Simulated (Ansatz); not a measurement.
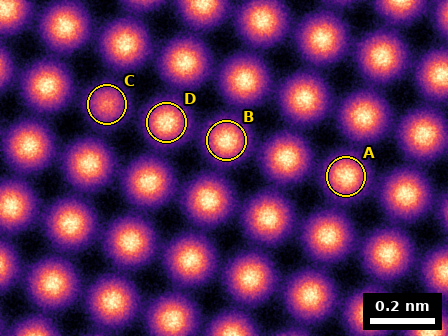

Z-contrast image of Mn (Im-3m, No. 229) along [001]. Simulation: incoherent imaging, intensity Z^1.8 per atom, probe width 1.05 Å, thin sample. The probe carries 25 % of its weight in a tail 2.5 times as wide. Shot noise was added.

The sample is 4 repeats (11.0 Å) thick. One point defect was put into the perfect crystal, without relaxing the atoms around it. Brightness is counted from the darkest point of the image. Host structure: the input geometry of an electronic-structure calculation (not necessarily at equilibrium); the starting structure was generated, so it need not be a known form of this composition.

Which ringed column holds the defect, and does it scatter more or less than its equals?

Answer. C; it scatters less. The column holds 4 atoms (Mn) through the sample, and one Mn atom is missing, so its peak drops to about 75 % of that of its equals.
